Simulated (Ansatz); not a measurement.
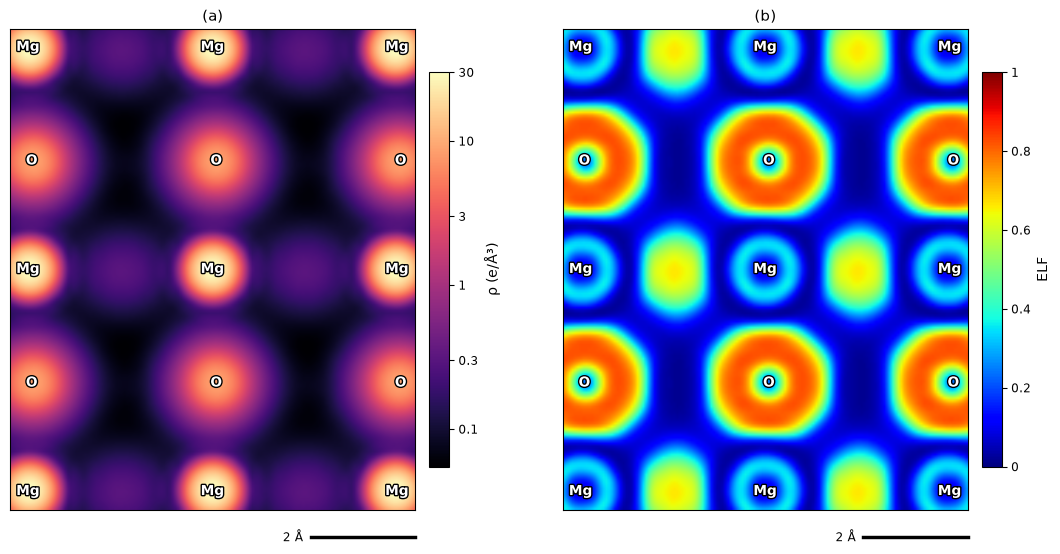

The picture shows: MgO. (a) valence pseudo-density; (b) electron localisation function on the (010) plane of the conventional cell.

Space group P-1; a structure from a database of computed crystals, not necessarily the ambient phase; not relaxed (largest force 0.7 eV/Å); PAW files of the earlier set (soft_1).

All numbers below come from Ansatz, DFT PBE, scalar-relativistic, plane waves, PAW.

The density is the valence pseudo-density of a PAW calculation; it isn't the true density close to the nuclei.

```cif
data_structure
_symmetry_space_group_name_H-M 'P 1'
_symmetry_Int_Tables_number 1
_cell_length_a 3.5213
_cell_length_b 3.5213
_cell_length_c 4.2394
_cell_angle_alpha 90.000
_cell_angle_beta 90.000
_cell_angle_gamma 120.000
_cell_volume 45.52
loop_
_atom_site_label
_atom_site_type_symbol
_atom_site_fract_x
_atom_site_fract_y
_atom_site_fract_z
_atom_site_occupancy
Mg1 Mg 0.32160 0.66667 0.26163 1
Mg2 Mg 0.67840 0.33333 0.73837 1
O1 O 0.34173 0.66667 0.75010 1
O2 O 0.65827 0.33333 0.24990 1
```

Interpret the plot.

The plane passes through Mg and O nuclei. Mg–O (2.07 Å): ρ at the midpoint is about 0.36 e/Å³; the ELF peaks at about 0.85 in the valence shell of O, 0.7 Å from its nucleus, and is about 0.35 at the midpoint (a closed-shell, largely ionic contact). Mg–O (2.17 Å): ρ at the midpoint is about 0.29 e/Å³; the ELF peaks at about 0.85 in the valence shell of O, 0.7 Å from its nucleus, and is about 0.35 at the midpoint (a closed-shell, largely ionic contact). Between the atoms the lowest density in this plane is 0.05 e/Å³.

Metal or insulator at this level of theory?

It is gapped, with a Kohn–Sham gap of 3.3 eV on the k-point mesh (the band edges may lie off the mesh, which would make the gap smaller).
